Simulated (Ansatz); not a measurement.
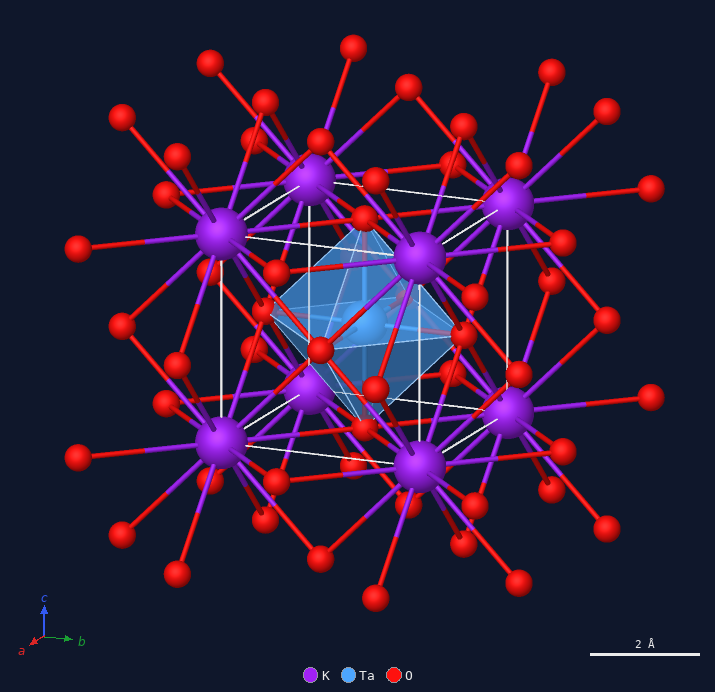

We look at a polyhedral model of the crystal slightly off an axis. The conventional unit cell is drawn as a box. Some neighbours outside the box are added. Cell: a = 3.99 Å, b = 3.99 Å, c = 3.99 Å, α = 90.00°, β = 90.00°, γ = 90.00°.

Its origin is a structure type known for this compound. Earlier steps of the study may have refined or changed the cell and positions. A calculation with Ansatz used it as input.

Q: Summary of the structure:

A: The compound is KTaO$_{3}$. Space group: Pm-3m (No. 221). Lattice: primitive cubic. The arrangement is known as cubic perovskite. Counting shared atoms by their share gives 1 K, 1 Ta, 3 O, or 5 atoms. The polyhedra are TaO6 octahedra; they share corners. K bonds to twelve O in a cuboctahedral arrangement at about 2.8 Å. The neighbours of Ta are six O in an octahedral arrangement at about 2.0 Å. Each O atom is coordinated by four K and two Ta in a distorted octahedral arrangement (about 2.8 Å to K, 2.0 Å to Ta).

Run with Ansatz 0.2.0, DFT r2SCAN, scalar-relativistic, plane waves, PAW and these settings: plane waves up to 500 eV, the zone sampled with 6×6×6 points, Gaussian smearing of 0.05 eV, no spin polarisation.

Q: What is the band gap, if any?

A: A semiconductor at this level, with a gap of 2.63 eV, indirect.

Q: What are the atomic charges by Bader's partition?

A: K +0.84 e; Ta +3.04 e; O -1.29 e.

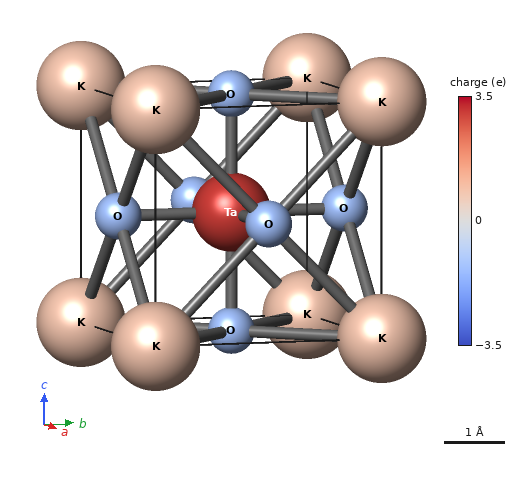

The atoms coloured by those charges. The run's cell of 5 atoms is drawn.

Q: Do the forces and the stress vanish for this geometry?

A: Yes. All forces vanish to within 0.01 eV/Å. The pressure is 0.0 GPa, close to zero.
